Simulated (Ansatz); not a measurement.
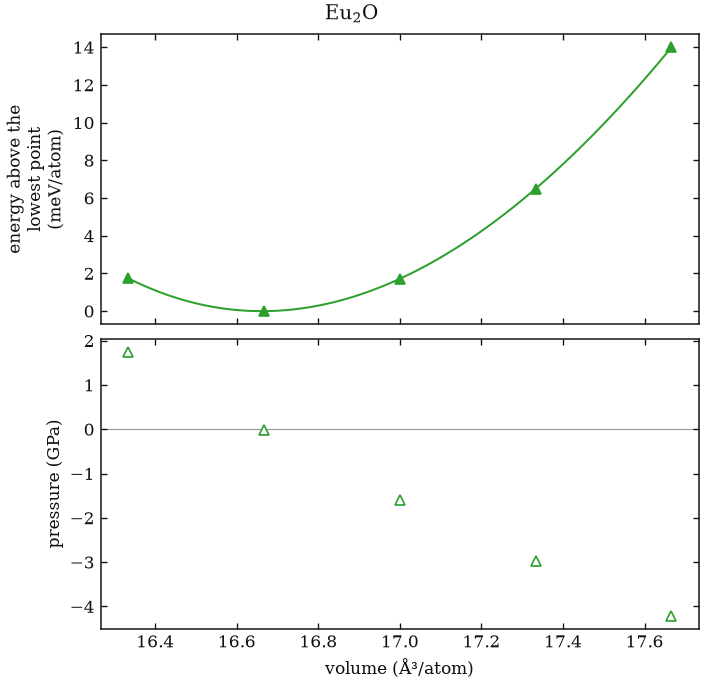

The picture above shows the energy above the lowest point and pressure against volume for Eu₂O, space group Fm-3m (No. 225) (one of a set of cubic test structures, which need not be the stable phase).

Method: equation of state of a cubic crystal from periodic Kohn-Sham density functional theory without spin, third-order Birch-Murnaghan fit to the free energies; pressure corrected for the finite basis (Ansatz 0.2.0 development build). Level: PBE.

```
                setting                   value
         structure type            antifluorite
          atoms in cell                       3
     space group number                     225
       lattice centring  face-centred primitive
                 k mesh                16×16×16
      occupation method             Fermi–Dirac
       occupation width              0.06123 eV
            wave cutoff                  700 eV
               datasets                hard PAW
      density tolerance                1e-09 eV
                  bands                      43
   density cutoff ratio                       4
search for lower states                 default
```

Q: How stiff is the solid, and where is its volume at rest?

A: A third-order Birch–Murnaghan fit gives V0 = 16.66 Å³/atom, B0 = 83.3 GPa and B′ = 5.1.

Q: What does the pressure do across the range?

A: It falls from 1.747 GPa at volume 16.33 Å³/atom to −4.207 GPa at 17.67 Å³/atom, and changes sign near 16.66 Å³/atom.

Caveats: cubic model structure, not the ambient form; open f shell treated without spin.
